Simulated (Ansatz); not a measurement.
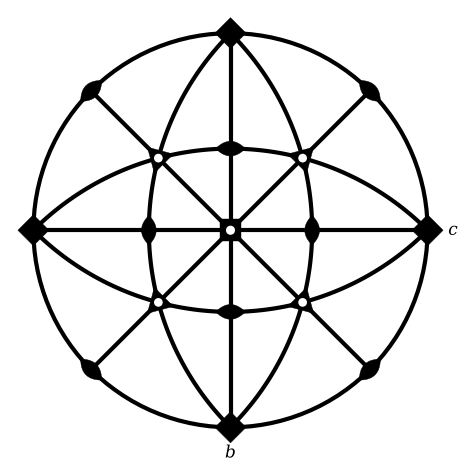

Stereographic projection: heavy lines are mirror planes (a heavy rim: a mirror in the plane of the page); lens, triangle, square and hexagon are 2-, 3-, 4- and 6-fold axes, a lens in an open square is −4, a triangle in an open hexagon −6; thin dashed diameters join the ends of axes that lie in the page; a small open circle marks inversion. The a axis points at the viewer. Computed from the symmetry operations of a computed or model structure of composition Ni, which need not be its known form.

### Name the crystal class.

m-3m (Oh), order 48, cubic system: three fourfold axes, four threefold axes, six twofold axes, nine mirror planes, an inversion centre.

### Can such a crystal be piezoelectric, pyroelectric or chiral?

It is centrosymmetric, so neither piezoelectric nor pyroelectric; it is not chiral.
